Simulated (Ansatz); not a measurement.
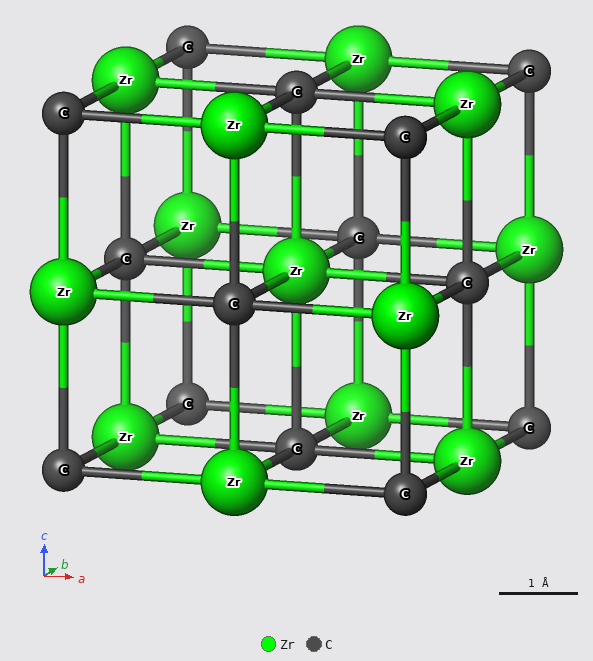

Lattice vibrations of crystalline ZrC (a generated structure), space group Fm-3m (No. 225), at the zone centre. Style: ball-and-stick. Shown: the conventional cell (4 times the calculation's cell), slightly off an axis. Lengths and directions refer to the drawn axes.

These are results of DFT PBE, scalar-relativistic, plane waves, PAW in Ansatz 0.2.0, not measurements. Settings: plane-wave cutoff 420 eV; k-point mesh 20 × 20 × 20; occupations fermi dirac; smearing width 0.15 eV; no spin polarisation.

The frequencies depend somewhat on the k-mesh and the smearing.

Q: List the optical modes.

A: The calculation's cell holds 2 atoms, so there are 3 optical modes, in 1 level. The optical modes span T₁u. No level is unstable.

```tsv
level	symmetry	frequency (cm⁻¹)	activity
1	T₁u	420	infrared-active
```

The crystal is a metal, so free carriers screen the infrared response.

The modes drawn as arrows (one member of each degenerate set):

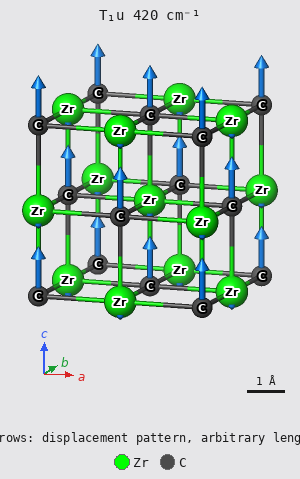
